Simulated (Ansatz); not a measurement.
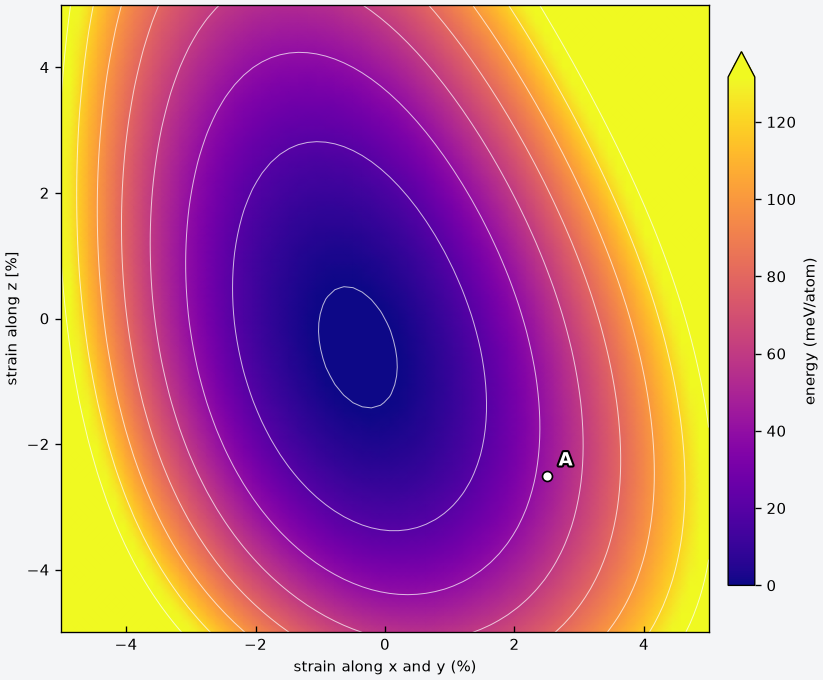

WC (Fm-3m, No. 225; 2 atoms in the cell). The cell is strained homogeneously, by one strain along x and y and another along z, with fractional coordinates fixed (x, y and z along the cube axes). First axis: strain along x and y. Second axis: strain along z. The grid has 5 × 5 points. Points are written as (first, second). All energies are given in meV/atom relative to the lowest grid point. The reference cell is the one listed in the database, not relaxed at this level. All numbers below come from DFT r2SCAN, scalar-relativistic, plane waves, PAW (Ansatz 0.2.0). Settings: cutoff 500 eV, k-mesh 18×18×18, gaussian smearing 0.15 eV, no spin polarisation.

In the figure: a smooth colour map with a few white contour lines, one colour for all values above the top of the scale, the point A. Between grid points the surface is interpolated.

Question: Which way does the force act at A, and how strong is it?

Answer: A, at (2.5 %, −2.5 %), is not a stationary point. The computed force is 27 meV/atom for each 1 % towards smaller values of strain along x and y and 4.5 meV/atom for each 1 % towards larger values of strain along z.
